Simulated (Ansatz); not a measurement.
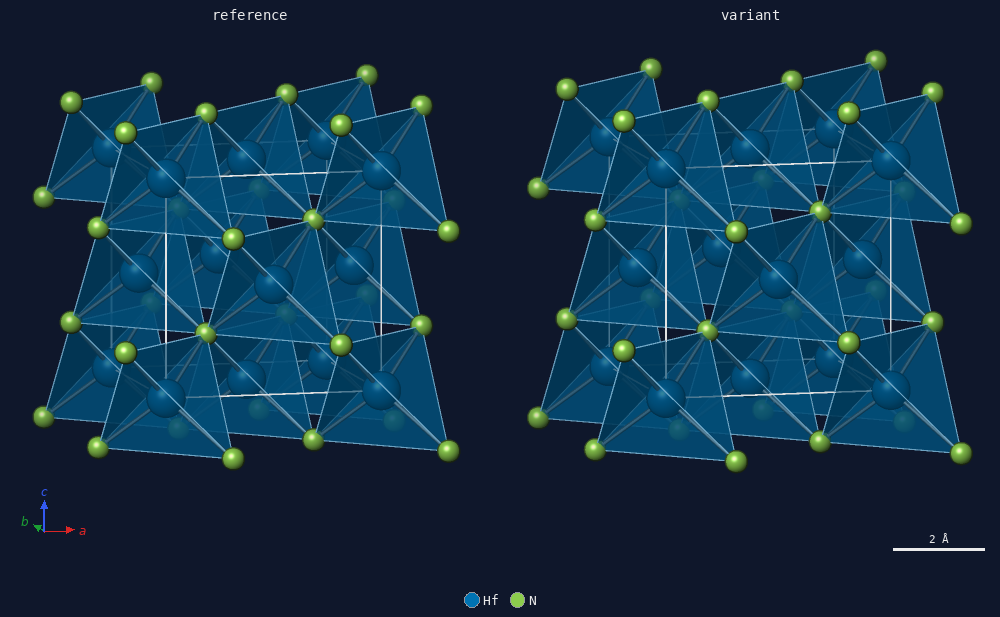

Left: a symmetric starting cell of HfN. Right: the same structure after one change, at the same scale. Style: polyhedral. Shown: the conventional cell (4 times the calculation's cell), slightly off an axis. Lengths and directions refer to the drawn axes.

Method: DFT PBE, scalar-relativistic, plane waves, PAW in Ansatz 0.2.0. Settings: plane-wave cutoff 420 eV; k-point mesh 14 × 14 × 14; occupations gaussian; smearing width 0.1 eV; no spin polarisation.

> Which change leads from the left to the right?

All lengths are scaled by +4.5 % (volume +14.0 %), the atoms keeping their fractional coordinates. No relaxation follows. The starting cell wasn't computed here and needn't be at equilibrium, so pressure and forces aren't due to the change alone.

> What does the change do?

Among the bonded contacts that change: Hf–N 2.126 → 2.221 Å. The space group stays F-43m (No. 216). The pressure is −18.6 GPa (not all of it need come from the change, since the unchanged cell can be under pressure at this level too). All forces vanish by symmetry.
